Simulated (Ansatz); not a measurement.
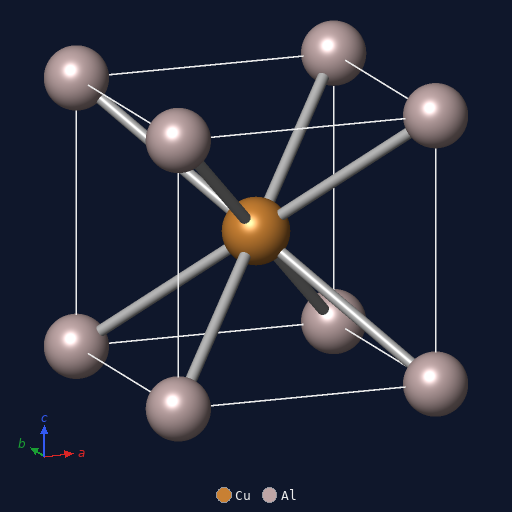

System: AlCu, space group Pm-3m (No. 221). The picture shows the conventional cell.

Starting cell:
```
Cu Al
1.0
     2.99751    0.00000    0.00000
     0.00000    2.99751    0.00000
     0.00000    0.00000    2.99751
Cu Al
1 1
Direct
  0.50000 0.50000 0.50000
  0.00000 0.00000 0.00000
```

How it was computed, with Ansatz 0.2.0: all-electron LAPW DFT, no spin polarisation; energies at scaled volumes of the given cell, shape and fractions fixed, counted from the fit's minimum, third-order Birch-Murnaghan fit. Level: PBEsol.

| setting | value |
| --- | --- |
| k mesh | 9×9×9 |
| occupations | Fermi–Dirac |
| smearing width | 0.05 eV |
| potentials | all electron LAPW, scalar relativistic |
| program settings | basis error eV/atom 0.001 |

What does the calculation give for the energy and pressure against volume? The volume takes the values 12.66, 12.93, 13.20, 13.47, 13.74, 14.01, 14.27 Å³/atom.

A third-order Birch–Murnaghan fit gives V0 = 12.93 Å³/atom, B0 = 127 GPa and B′ = 4.8. The energy is 2.32 meV/atom at volume 12.66 Å³/atom and 45.76 meV/atom at 14.27 Å³/atom; the lowest computed point is at volume 12.93 Å³/atom (0.00 meV/atom), and no other minimum shows. The pressure falls from 2.82 GPa at volume 12.66 Å³/atom to −9.90 GPa at 14.27 Å³/atom, and changes sign near 12.93 Å³/atom.

| volume (Å³/atom) | energy (meV/atom) | pressure (GPa) |
| --- | --- | --- |
| 12.66 | 2.32 | 2.82 |
| 12.93 | 0.00 | 0.01 |
| 13.20 | 2.13 | −2.48 |
| 13.47 | 8.18 | −4.68 |
| 13.74 | 17.73 | −6.63 |
| 14.01 | 30.38 | −8.36 |
| 14.27 | 45.76 | −9.90 |

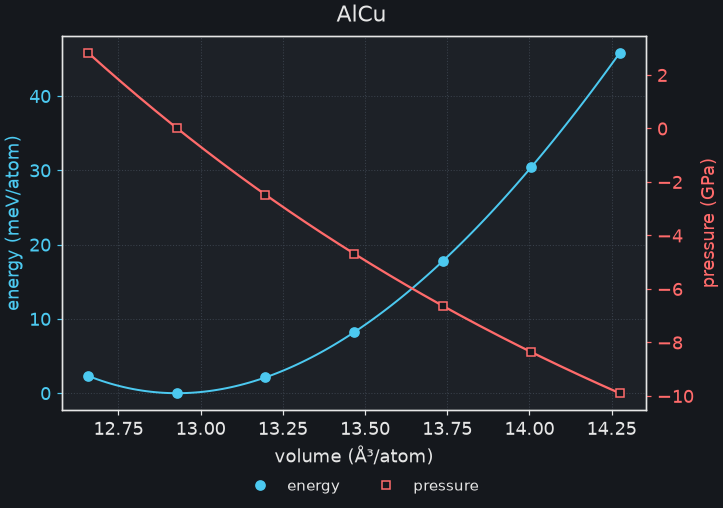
